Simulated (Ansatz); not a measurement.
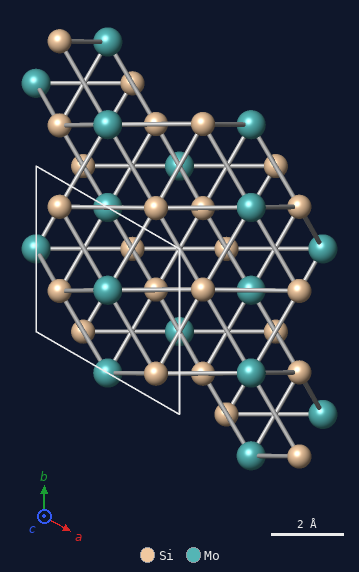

Starting structure of solid Si2Mo (built on the database structure type). The picture is a ball-and-stick view of the cell of the calculation, repeated 2 × 2 × 1 with one cell outlined, seen along the c axis.

Theory: Ansatz, DFT, r2SCAN, plane waves, PAW.

Input
```yaml
crystal:
  lattice:
    - [4.6130404354, 0.0, 0.0]
    - [-2.3065202177, 3.9950102057, 0.0]
    - [0.0, 0.0, 6.6095700353]
  atoms:
    - { symbol: Si, position: [0.1639754872, 0.8360245128, 0.8333333333] }
    - { symbol: Si, position: [0.3279509744, 0.1639754872, 0.1666666667] }
    - { symbol: Si, position: [0.8360245128, 0.6720490256, 0.5] }
    - { symbol: Si, position: [0.8360245128, 0.1639754872, 0.8333333333] }
    - { symbol: Si, position: [0.6720490256, 0.8360245128, 0.1666666667] }
    - { symbol: Si, position: [0.1639754872, 0.3279509744, 0.5] }
    - { symbol: Mo, position: [0.5, 0.0, 0.5] }
    - { symbol: Mo, position: [0.0, 0.5, 0.1666666667] }
    - { symbol: Mo, position: [0.5, 0.5, 0.8333333333] }
kpoints:
  mp_grid: { grid: [6, 6, 4] }
hamiltonian:
  xc: r2scan
scf:
  occupations: { method: fermi_dirac, width: 0.02 }
relax:
  f_tol: 0.005
  cell: {}
```

Launched with:
```bash
ansatz run input.yaml --threads 4 --pin off --max-ram 7372MiB --backend cpu --events-out ev --progress --plain --runs-dir out
```

**Where does the relaxation end?**

The energy falls by 2.8 meV per atom in 3 accepted moves (4 points after the start). Largest force component: 0.011 eV/Å at the start, 0.0017 eV/Å at the end. The pressure goes from −3.73 to 0.00 GPa. At 1 point the geometry stayed and the basis and grid were re-selected for the new cell (energy shift of 0.1 meV per atom at most each time). No atom moves by more than 0.005 Å relative to the cell. The drawn cell changes as follows: a = b 4.613 → 4.584 Å (−0.6 %), c 6.610 → 6.577 Å (−0.5 %); the volume changes by −1.7 %. Some distances before and after: Si1–Si4 2.620 → 2.602 Å, Si1–Mo9 2.653 → 2.636 Å, Si1–Mo9 (another image) 2.685 → 2.669 Å, Si1–Si4 (another image) 2.685 → 2.669 Å. The space group stays P6_222 (No. 180).

Step by step:

| step | E − E(0), meV/atom | largest force component, eV/Å | pressure, GPa | volume, Å³/atom | note |
| --- | --- | --- | --- | --- | --- |
| 0 | 0.00 | 0.0109 | -3.73 | 13.534 |  |
| 1 | -2.51 | 0.0351 | 1.35 | 13.219 |  |
| 2 | -2.84 | 0.0067 | -0.04 | 13.301 |  |
| 3 | -2.84 | 0.0017 | 0.00 | 13.299 |  |
| 4 | -2.79 | 0.0017 | 0.00 | 13.299 | same geometry, new basis |
